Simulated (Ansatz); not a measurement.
Run report: WS$_{2}$, band-structure calculation (part 2 of 2)

WS$_{2}$ (6 atoms in the cell); DFT, HSE06, plane waves, PAW, no spin polarisation (Ansatz 0.2.0); cutoff 420 eV, 6×6×2 k-mesh, fixed occupations. The structure was built on a prototype by a generator. The geometry comes from this level: r2scan-rvv10 (a point of a series of strains). It belongs to a series of runs on one base structure; here: hydrostatic strain -3.0%.

Geometry of the input (Å; fractional positions):
```
3.0748  0.0000  0.0000
-1.5374  2.6629  0.0000
0.0000  0.0000  12.1163
W  0.3333  0.6667  0.2500
W  0.6667  0.3333  0.7500
S  0.6667  0.3333  0.3813
S  0.6667  0.3333  0.1187
S  0.3333  0.6667  0.8813
S  0.3333  0.6667  0.6187
```

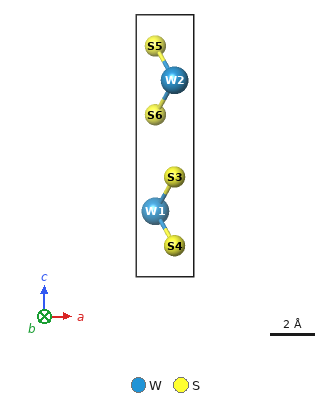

*The input geometry (ball-and-stick view of the cell of the calculation, along the b axis; atoms are numbered from 1 in the order of the input). An atom can appear more than once, as a periodic image.*

Log, continued
```
SCF iter   1: F=—  HF=-24386.628212 eV  |F-HF|=—  |Δ(HF+E_count)|=         —  Δρ=5.10e-5  dr2=1.41e-6  ethr=2.10e-7  ⟨swp⟩=3.1  Hψ=1115  notcnv=0
preconditioner: auto → none  [insulator: Δε(μ)=1.404 eV  Ē_g=9.980 eV  n_scr=26 (ndim 8)  ℏωp=22.4 eV  f_vac=0.006]
SCF iter   2: F=—  HF=-24386.628212 eV  |F-HF|=—  |Δ(HF+E_count)|=   5.08e-7  Δρ=1.81e-5  dr2=2.36e-7  ethr=2.41e-9  ⟨swp⟩=3.5  Hψ=1268  notcnv=0
SCF iter   3: F=—  HF=-24386.628213 eV  |F-HF|=—  |Δ(HF+E_count)|=   1.20e-6  Δρ=5.93e-6  dr2=2.32e-8  ethr=2.19e-10  ⟨swp⟩=4.9  Hψ=1319  notcnv=0
SCF iter   4: F=—  HF=-24386.628213 eV  |F-HF|=—  |Δ(HF+E_count)|=   6.96e-9  Δρ=6.80e-7  dr2=5.65e-8  ethr=3.76e-11  ⟨swp⟩=3.0  Hψ=1100  notcnv=0
SCF iter   5: F=—  HF=-24386.628213 eV  |F-HF|=—  |Δ(HF+E_count)|=   2.10e-7  Δρ=1.75e-6  dr2=5.45e-9  ethr=1.81e-12 (applied; sched 1.00e-12)  ⟨swp⟩=6.0  Hψ=1677  notcnv=0
SCF iter   6: F=-24386.628213 eV  HF=-24386.628213 eV  |F-HF|=4.33e-10  |Δ(HF+E_count)|=   1.16e-8  Δρ=7.31e-7  dr2=6.94e-10  ethr=1.59e-12 (applied; sched 1.00e-12)  ⟨swp⟩=5.8  Hψ=1399  notcnv=0
SCF 3 converged in 6 iterations: F = -24386.628213 eV  dr2 = 6.94e-10
  Residual-converged pass: ⟨swp⟩=2.0  Hψ=888  notcnv=0  max |occ|·‖R‖ = 6.7e-7 eV (tolerance 7.7e-7 eV)  dr2=6.94e-10  dr2_onsite=1.60e-11  max |Δocc| = 0.0e0
  greatest PAW one-centre occupation: 0.998 electrons in one spin orbital (limit 2), on the W atom at site 1 (counted from 0), in its partial waves of l = 0
hybrid outer 2: dexx = +1.996e-6 eV, tail = 9.52e-9 eV, Δε = 1.15e-3 eV (about 2.41e-5 eV left of the loop's levels), ΔF = 3.54e-3 eV/Å (tail 3.06e-4)
NSCF: frozen V_eff on 7 k-points
hybrid SCF converged: 2 outer / 13 inner (+5 warm-up), last move |dexx| = 2.00e-6 eV, tail = 9.52e-9 eV
Stability not checked: this state was not tested for a lower state beside it, because the functional holds exact exchange (a hybrid, or Hartree-Fock), whose exchange loop this test does not read (fock_operator; see scf.lower_state_search)
Free energy (F): -24386.628213 eV
Frozen-core exchange: fock
Harris-Foulkes:  -24386.628213 eV  (|F-HF|=4.33e-10)
Internal energy: -24386.628213 eV  (E = F + TS)
E sigma→0 (E₀):  -24386.628213 eV
Fermi energy:    12.501025 eV
--- Per-component energies (eV) ---
  E_band       = -402.125736
  E_kinetic    = 1337.961456
  E_local      = -3277.809915  (includes V_loc(G=0)·N_el)
  E_nonlocal   = 116.424776
  E_hartree    = 1305.446877
  E_xc         = -740.829289
  E_vxc        = -665.727863  (∫ρ·V_xc dr)
  E_exx        = -127.429219  (= α·E_x^exact, valence–valence)
  E_paw        = -19588.008059  (= ΣΔE_a)
  E_vpaw       = -269.010101  (= ΣTr[D̂ρ^β])
  E_aug_tail   = -0.000122  (compensation charges beyond the density's cutoff)
  E_ewald      = -3406.165648
  E_core_change = -6.219070  (= ΣΔE_core)
  E_smearing   = -0.000000  (= −TS)
  E_closure    = 0.000000  (closes the sum)
  Σ components = -24386.628213   (vs F -24386.628213, Δ=0.00e0)
--- Forces (eV/Å), atoms counted from 1 ---
  atom   1  W      0.00000000     0.00000000     0.00000000
  atom   2  W     -0.00000000    -0.00000000    -0.00000000
  atom   3  S      0.00000000    -0.00000000    -0.28076047
  atom   4  S     -0.00000000    -0.00000000     0.28076047
  atom   5  S      0.00000000     0.00000000    -0.28076047
  atom   6  S      0.00000000     0.00000000     0.28076047
  max |Σ_I F_I| component: 3.47e-18 eV/Å
--- Stress (GPa, compression-positive) ---
        9.822920       0.000000      -0.000000
        0.000000       9.822920      -0.000000
       -0.000000      -0.000000       2.473956
  P = ⅓ Tr σ = 7.3733 GPa (73.733 kbar)
--- Band table (eV; the first three rows and the last of 14) ---
  k-point 0: bands = ["-65.7331", "-65.7331", "-28.7228", "-28.7227", "-28.3808", "-28.3808", "-28.3808", "-28.3808", "-5.1296", "-4.7775", "-3.4679", "-2.8143", "3.5630", "4.9721", "7.7525", "8.7832", "8.7832", "8.8047", "8.8047", "10.2975", "10.2975", "10.3785", "10.3785", "10.7485", "10.8251", "12.5010", "15.7229", "15.7229", "15.8169", "15.8169", "15.8352"]
  k-point 1: bands = ["-65.7331", "-65.7331", "-28.7227", "-28.7227", "-28.3808", "-28.3808", "-28.3808", "-28.3808", "-4.9802", "-4.9802", "-3.1220", "-3.1220", "4.1602", "4.1602", "8.7937", "8.7937", "8.7937", "8.7937", "8.9507", "8.9507", "10.3378", "10.3378", "10.3378", "10.3378", "12.0805", "12.0805", "15.7753", "15.7753", "15.7753", "15.7753", "15.9135"]
  k-point 2: bands = ["-65.7245", "-65.7244", "-28.6953", "-28.6951", "-28.5303", "-28.5302", "-28.4149", "-28.4149", "-4.5753", "-4.2224", "-3.2132", "-2.6335", "4.2175", "5.6136", "7.2045", "7.5373", "7.6269", "8.6536", "9.2993", "9.3582", "9.5191", "9.6210", "9.9461", "10.8370", "10.8826", "11.5520", "14.7424", "15.2902", "15.4763", "15.6368", "15.6625"]
  k-point 13: bands = ["-65.6942", "-65.6942", "-28.8014", "-28.8014", "-28.7674", "-28.7674", "-28.5978", "-28.5978", "-1.8693", "-1.8693", "-1.7720", "-1.7720", "5.0116", "5.0116", "5.4708", "5.4708", "6.5669", "6.5669", "7.0197", "7.0197", "8.2117", "8.2117", "8.7939", "8.7939", "11.8767", "11.8767", "14.7751", "14.7751", "15.7063", "15.7063", "16.9155"]
```

File bands.tsv
```
# k_distance	band_0	band_1	band_2	band_3	band_4	band_5	band_6	band_7	band_8	band_9	band_10	band_11	band_12	band_13	band_14	band_15	band_16	band_17	band_18	band_19	band_20	band_21	band_22	band_23	band_24	band_25	band_26	band_27	band_28	band_29	band_30
# fermi_ev = 12.501025
# lock_threshold_ev = 1e-6
# [0, 0, 0] at k_distance = 0.000000
# [0.5, 0, 0] at k_distance = 1.179765
# [0.3333333333, 0.3333333333, 0] at k_distance = 1.860903
# [0, 0, 0.5] at k_distance = 3.247634
# [0.5, 0, 0.5] at k_distance = 4.427400
# [0.3333333333, 0.3333333333, 0.5] at k_distance = 5.108537
# [0.177083, 0.177083, 0] at k_distance = 5.797739
# levels_relative_to = fermi_ev
# free_energy_ev = -24386.628213
# largest_residual_norms_ev = 7.290e-4 7.352e-4 9.861e-5 1.014e-4 1.036e-4 1.037e-4 1.056e-4 1.038e-4 2.966e-4 4.436e-4 6.623e-4 5.315e-4 6.370e-4 1.002e-3 9.729e-4 9.969e-4 9.985e-4 9.877e-4 7.319e-4 2.419e-3 1.243e-3 1.006e-3 1.006e-3 1.858e-3 1.453e-3 1.137e-3 1.568e-3 1.100e-3 1.650e-3 1.756e-3 1.824e-3
0.000000	-78.234102	-78.234099	-41.223817	-41.223676	-40.881824	-40.881824	-40.881801	-40.881801	-17.630672	-17.278553	-15.968875	-15.315312	-8.938065	-7.528903	-4.748503	-3.717839	-3.717839	-3.696285	-3.696285	-2.203569	-2.203569	-2.122568	-2.122568	-1.752533	-1.675919	0.000000	3.221877	3.221877	3.315848	3.315848	3.334147
1.179765	-78.199524	-78.199518	-41.460832	-41.460686	-41.112483	-41.112207	-41.016698	-41.016620	-14.792511	-14.680289	-14.621767	-14.543212	-8.524314	-8.110401	-7.093162	-6.748474	-6.370510	-5.445669	-4.507020	-4.381986	-3.582556	-3.316847	-2.006874	-1.990180	-1.780777	-1.706153	3.451865	3.496589	3.554988	4.008840	4.018401
1.860903	-78.195207	-78.195207	-41.302393	-41.302393	-41.268505	-41.268454	-41.098859	-41.098859	-14.370077	-14.370077	-14.273297	-14.273297	-7.592661	-7.362021	-7.055553	-7.055553	-6.118031	-5.773646	-5.111511	-5.111511	-4.897534	-4.897534	-3.423270	-3.423270	-0.760791	-0.446357	2.273990	2.273990	2.501820	4.140661	4.256943
3.247634	-78.234101	-78.234101	-41.223763	-41.223763	-40.881816	-40.881816	-40.881816	-40.881816	-17.481184	-17.481184	-15.622980	-15.622980	-8.340796	-8.340796	-3.707280	-3.707280	-3.707280	-3.707280	-3.550361	-3.550361	-2.163194	-2.163194	-2.163194	-2.163194	-0.420540	-0.420540	3.274324	3.274324	3.274324	3.274324	3.412449
4.427400	-78.199523	-78.199523	-41.460774	-41.460774	-41.112355	-41.112355	-41.016673	-41.016673	-14.750833	-14.750833	-14.568056	-14.568056	-8.334131	-8.334131	-7.007442	-7.007442	-5.797356	-5.797356	-4.447245	-4.447245	-3.480444	-3.480444	-1.867567	-1.867567	-1.856110	-1.856110	3.520473	3.520473	3.763884	3.763884	4.361954
5.108537	-78.195207	-78.195207	-41.302390	-41.302390	-41.268474	-41.268474	-41.098866	-41.098866	-14.370327	-14.370327	-14.273049	-14.273049	-7.489463	-7.489463	-7.030228	-7.030228	-5.934097	-5.934097	-5.481343	-5.481343	-4.289284	-4.289284	-3.707146	-3.707146	-0.624374	-0.624374	2.274116	2.274116	3.205226	3.205226	4.414517
5.797739	-78.210586	-78.210578	-41.247121	-41.247086	-41.148506	-41.148222	-41.009606	-41.009551	-15.950875	-15.627326	-15.194720	-14.780847	-7.341834	-6.658187	-6.031941	-5.879536	-5.577724	-5.335544	-5.148912	-4.359682	-3.293353	-3.274018	-2.416609	-2.284517	-1.681068	-1.632244	1.387901	2.623161	3.099635	3.145086	3.625270
```

File rho_z.tsv
```
# z_ang	rho[e/angstrom^3]
# format = ansatz-planar-average/11
# lattice	3.074847905	0.000000000	0.000000000
# lattice	-1.537423952	2.662896398	0.000000000
# lattice	0.000000000	0.000000000	12.116338436
# sites	6
# site	74	0.000000000	1.775264265	3.029084609
# site	74	1.537423952	0.887632133	9.087253827
# site	16	1.537423952	0.887632133	4.619415606
# site	16	1.537423952	0.887632133	1.438753612
# site	16	0.000000000	1.775264265	10.677584824
# site	16	0.000000000	1.775264265	7.496922830
0.000000	6.493988e-2
0.149584	7.231321e-2
0.299169	9.542153e-2
0.448753	1.369658e-1
0.598338	1.987803e-1
0.747922	2.758624e-1
0.897507	3.521189e-1
1.047091	4.081222e-1
1.196675	4.379296e-1
1.346260	4.559695e-1
1.495844	4.805342e-1
1.645429	5.126747e-1
1.795013	5.361424e-1
1.944598	5.392613e-1
2.094182	5.376470e-1
2.243766	5.792752e-1
2.393351	7.074456e-1
2.542935	9.118705e-1
2.692520	1.118598e0
2.842104	1.251352e0
2.991689	1.298805e0
3.141273	1.284066e0
3.290857	1.196659e0
3.440442	1.020765e0
3.590026	8.036262e-1
3.739611	6.315054e-1
3.889195	5.495861e-1
4.038779	5.365747e-1
4.188364	5.401393e-1
4.337948	5.266186e-1
4.487533	4.964780e-1
4.637117	4.668131e-1
4.786702	4.470726e-1
4.936286	4.257775e-1
5.085870	3.835357e-1
5.235455	3.154115e-1
5.385039	2.361802e-1
5.534624	1.654020e-1
5.684208	1.137016e-1
5.833793	8.175752e-2
5.983377	6.676912e-2
6.132961	6.676912e-2
6.282546	8.175752e-2
6.432130	1.137016e-1
6.581715	1.654020e-1
6.731299	2.361802e-1
6.880884	3.154115e-1
7.030468	3.835357e-1
7.180052	4.257775e-1
7.329637	4.470726e-1
7.479221	4.668131e-1
7.628806	4.964780e-1
7.778390	5.266186e-1
7.927975	5.401393e-1
8.077559	5.365747e-1
8.227143	5.495861e-1
8.376728	6.315054e-1
8.526312	8.036262e-1
8.675897	1.020765e0
8.825481	1.196659e0
8.975066	1.284066e0
9.124650	1.298805e0
9.274234	1.251352e0
9.423819	1.118598e0
9.573403	9.118705e-1
9.722988	7.074456e-1
9.872572	5.792752e-1
10.022156	5.376470e-1
10.171741	5.392613e-1
10.321325	5.361424e-1
10.470910	5.126747e-1
10.620494	4.805342e-1
10.770079	4.559695e-1
10.919663	4.379296e-1
11.069247	4.081222e-1
11.218832	3.521189e-1
11.368416	2.758624e-1
11.518001	1.987803e-1
11.667585	1.369658e-1
11.817170	9.542153e-2
11.966754	7.231321e-2
```

File v_z.tsv
```
# z_ang	v_es[eV]	v_tot[eV]
# format = ansatz-planar-average/11
# xc	hse06
# density_cutoff_ev	1680
# datasets	W=:simpson_from_first_knot:soft:fock:shift=0	S=:simpson_from_first_knot:soft:fock:shift=0
# lattice	3.074847905	0.000000000	0.000000000
# lattice	-1.537423952	2.662896398	0.000000000
# lattice	0.000000000	0.000000000	12.116338436
# sites	6
# site	74	0.000000000	1.775264265	3.029084609
# site	74	1.537423952	0.887632133	9.087253827
# site	16	1.537423952	0.887632133	4.619415606
# site	16	1.537423952	0.887632133	1.438753612
# site	16	0.000000000	1.775264265	10.677584824
# site	16	0.000000000	1.775264265	7.496922830
0.000000	1.681690e1	1.152312e1
0.149584	1.668448e1	1.123326e1
0.299169	1.625042e1	1.037408e1
0.448753	1.542732e1	8.989188e0
0.598338	1.396310e1	6.841133e0
0.747922	1.157292e1	3.693241e0
0.897507	8.664279e0	7.820622e-2
1.047091	6.185629e0	-3.068113e0
1.196675	4.634924e0	-5.262680e0
1.346260	3.836218e0	-6.556052e0
1.495844	3.492936e0	-7.147771e0
1.645429	3.482810e0	-7.156032e0
1.795013	3.856926e0	-6.617163e0
1.944598	4.678602e0	-5.643481e0
2.094182	5.322257e0	-4.977022e0
2.243766	4.602667e0	-5.833385e0
2.393351	2.264565e0	-8.525251e0
2.542935	-8.188483e-1	-1.214015e1
2.692520	-3.702617e0	-1.557400e1
2.842104	-5.802924e0	-1.808410e1
2.991689	-6.761097e0	-1.923252e1
3.141273	-6.438651e0	-1.884524e1
3.290857	-4.877645e0	-1.697823e1
3.440442	-2.329154e0	-1.393452e1
3.590026	7.483908e-1	-1.029353e1
3.739611	3.595475e0	-6.988719e0
3.889195	5.184590e0	-5.159694e0
4.038779	5.100214e0	-5.192424e0
4.188364	4.226043e0	-6.159827e0
4.337948	3.612079e0	-6.954593e0
4.487533	3.447381e0	-7.221046e0
4.637117	3.619309e0	-6.929765e0
4.786702	4.163614e0	-6.008834e0
4.936286	5.295015e0	-4.289355e0
5.085870	7.320724e0	-1.599760e0
5.235455	1.012469e1	1.882770e0
5.385039	1.288076e1	5.379523e0
5.534624	1.480045e1	8.037222e0
5.684208	1.589692e1	9.752222e0
5.833793	1.650934e1	1.087070e1
5.983377	1.678454e1	1.145110e1
6.132961	1.678454e1	1.145110e1
6.282546	1.650934e1	1.087070e1
6.432130	1.589692e1	9.752222e0
6.581715	1.480045e1	8.037222e0
6.731299	1.288076e1	5.379523e0
6.880884	1.012469e1	1.882770e0
7.030468	7.320724e0	-1.599760e0
7.180052	5.295015e0	-4.289355e0
7.329637	4.163614e0	-6.008834e0
7.479221	3.619309e0	-6.929765e0
7.628806	3.447381e0	-7.221046e0
7.778390	3.612079e0	-6.954593e0
7.927975	4.226043e0	-6.159827e0
8.077559	5.100214e0	-5.192424e0
8.227143	5.184590e0	-5.159694e0
8.376728	3.595475e0	-6.988719e0
8.526312	7.483908e-1	-1.029353e1
8.675897	-2.329154e0	-1.393452e1
8.825481	-4.877645e0	-1.697823e1
8.975066	-6.438651e0	-1.884524e1
9.124650	-6.761097e0	-1.923252e1
9.274234	-5.802924e0	-1.808410e1
9.423819	-3.702617e0	-1.557400e1
9.573403	-8.188483e-1	-1.214015e1
9.722988	2.264565e0	-8.525251e0
9.872572	4.602667e0	-5.833385e0
10.022156	5.322257e0	-4.977022e0
10.171741	4.678602e0	-5.643481e0
10.321325	3.856926e0	-6.617163e0
10.470910	3.482810e0	-7.156032e0
10.620494	3.492936e0	-7.147771e0
10.770079	3.836218e0	-6.556052e0
10.919663	4.634924e0	-5.262680e0
11.069247	6.185629e0	-3.068113e0
11.218832	8.664279e0	7.820622e-2
11.368416	1.157292e1	3.693241e0
11.518001	1.396310e1	6.841133e0
11.667585	1.542732e1	8.989188e0
11.817170	1.625042e1	1.037408e1
11.966754	1.668448e1	1.123326e1
```

Summary

| quantity | value |
| --- | --- |
| outcome | converged |
| space group (tolerance 0.01 Å) | P6₃/mmc (194) |
| electrons treated | 52 |
| free energy | −24386.6282 eV |
| Fermi energy | 12.501 eV |
| gap on the k-point mesh | 1.40 eV |
| pressure | 7.37 GPa |
| largest force (length of the vector) | 0.281 eV/Å |
| hardware | 1 × NVIDIA H100 80GB HBM3, 2 threads of AMD EPYC (Zen 3), 1656 GiB of memory available, shared host |
| wall time | 31 s (CPU time 43 s) |
| peak memory | 2.4 GiB |

Remarks

The program warns: the exchange loop's threshold is looser than advised for the stress; the SCF threshold is looser than advised for the printed stress. Spin–orbit coupling is left out, which matters for W.
